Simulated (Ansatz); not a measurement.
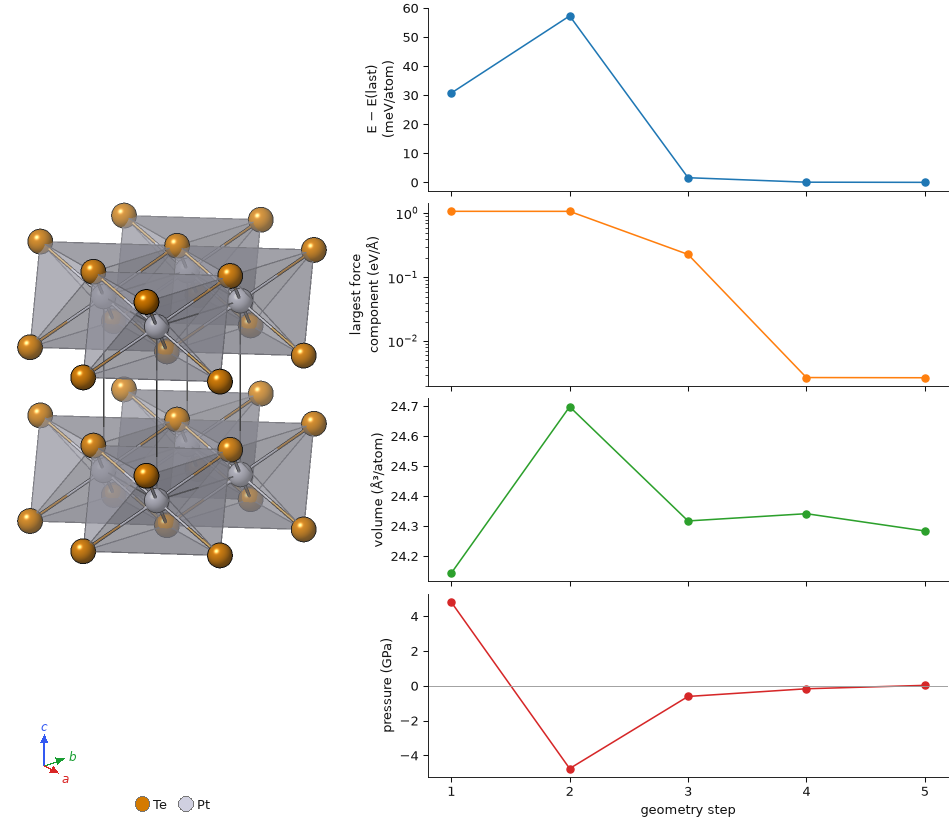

Beside the plot: the structure at the start.

History of a geometry optimisation. Atoms and cell relax. A closing SCF on a freshly chosen basis isn't drawn.

- system: Te$_{2}$Pt (P-3m1, 3 atoms in the cell)
- method: Ansatz, DFT, PBE-D3(BJ), plane waves, PAW; cutoff 420 eV, 6×6×4 k-mesh, Fermi–Dirac smearing of 0.02 eV

Question: How did the optimisation end?

Answer: The optimisation met its thresholds at geometry 5, counting the start as the first. The energy fell by about 31 meV/atom from the first step to the last. Step 2 went uphill and was rejected by the line search. The largest force component goes from about 1.1 eV/Å at the start to 2.7 × 10⁻³ eV/Å at the end.

Question: Was the starting cell too large or too small?

Answer: The volume grows from 24.14 to 24.28 Å³ per atom (+0.6 %), overshooting to 24.70 at step 2, as the pressure goes from 4.8 GPa to about 0 GPa. The start was compressed.
